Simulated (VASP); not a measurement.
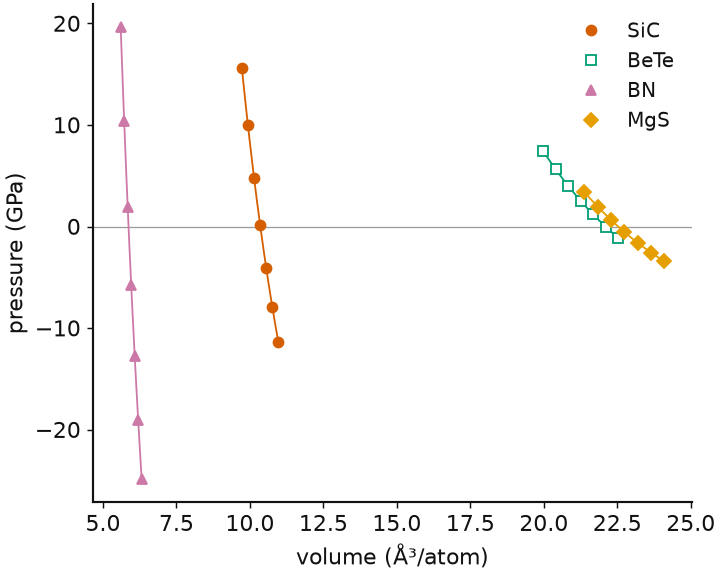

Plotted: pressure against volume, with one curve for each compound, for BN, BeTe, MgS and SiC (all in space group F-43m (No. 216)).

Computed with VASP 6.6.1: plane-wave DFT, no spin polarisation; energies at scaled volumes of the given cell, shape and fractions fixed, counted from the fit's minimum, third-order Birch-Murnaghan fit. Level: PBEsol.

| setting | value |
| --- | --- |
| occupations | Fermi–Dirac |
| smearing width | 0.05 eV |
| potentials | VASP PAW PBE potentials, recommended |
| wave cutoff | 520 eV |

Settings that differ: SiC: k mesh 10×10×10; BeTe: k mesh 8×8×8; BN: k mesh 13×13×13; MgS: k mesh 8×8×8.

**Order the curves by fitted equilibrium volume, smallest first.**

BN 5.873, SiC 10.356, BeTe 22.100, MgS 22.544 Å³/atom.

**For SiC: what does the pressure do across the range?**

It falls from 15.63 GPa at volume 9.73 Å³/atom to −11.36 GPa at 10.97 Å³/atom, and changes sign near 10.35 Å³/atom.

The computed values:

SiC:
```csv
volume (Å³/atom),pressure (GPa)
9.73,15.63
9.93,9.97
10.14,4.83
10.35,0.17
10.55,-4.05
10.76,-7.89
10.97,-11.36
```

BeTe:
```csv
volume (Å³/atom),pressure (GPa)
19.98,7.43
20.40,5.64
20.83,4.01
21.25,2.54
21.68,1.20
22.10,-0.01
22.53,-1.12
```

BN:
```csv
volume (Å³/atom),pressure (GPa)
5.6017,19.65
5.7209,10.37
5.8401,1.93
5.9593,-5.74
6.0785,-12.73
6.1977,-19.09
6.3168,-24.88
```

MgS:
```csv
volume (Å³/atom),pressure (GPa)
21.38,3.43
21.83,1.97
22.29,0.66
22.74,-0.53
23.20,-1.60
23.65,-2.56
24.10,-3.43
```
